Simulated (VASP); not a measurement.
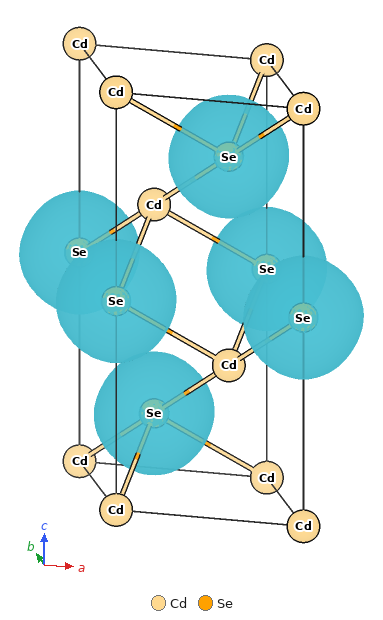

Figure. CdSe. Isosurface of the ELF at 0.65 (cyan), seen slightly off an axis. Core shells and regions of very low density are left out. Sticks mark near contacts.

Space group R-3m; a structure from a database of computed crystals, not necessarily the ambient phase; changed on purpose from its base cell (strained and moved within a subgroup); computed pressure about −6 GPa in this cell.

The calculation used Kohn-Sham DFT of a periodic cell, PBEsol, VASP PAW PBE potentials, recommended in VASP 6.6.1.

In a PAW calculation such maps are meaningful between the atoms, not at the nuclei.

> Where are the electrons localised?

At this value the surface marks out three regions wrapped around Se (the valence shell of each), counted in one cell of 6 atoms. Any copies at cell faces, edges or corners count once. Profiles from the grid: Cd–Se (2.93 Å): the ELF is about 0.30 at the midpoint and 0.15 at its lowest between the atoms.
